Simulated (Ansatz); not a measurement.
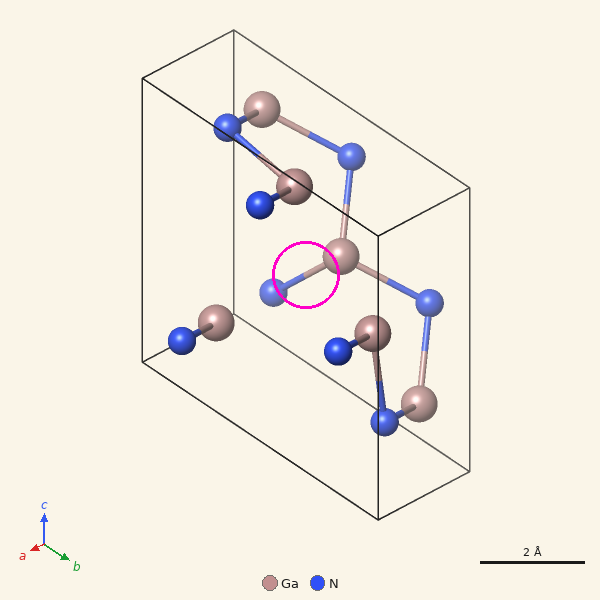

Crystal structure, ball-and-stick style, seen slightly off an axis. The supercell is outlined; an atom on or near a face, edge or corner is repeated at each equivalent position. The host is GaN, in a cell of 12 sites, and the cell carries a charge of +1. A ring marks the defect's site.

What defect is present?

A nitrogen vacancy. Around the empty site lie four Ga at about 2.0 Å.

The atoms were relaxed in the host's cell with DFT PBE, scalar-relativistic, plane waves, PAW in Ansatz.
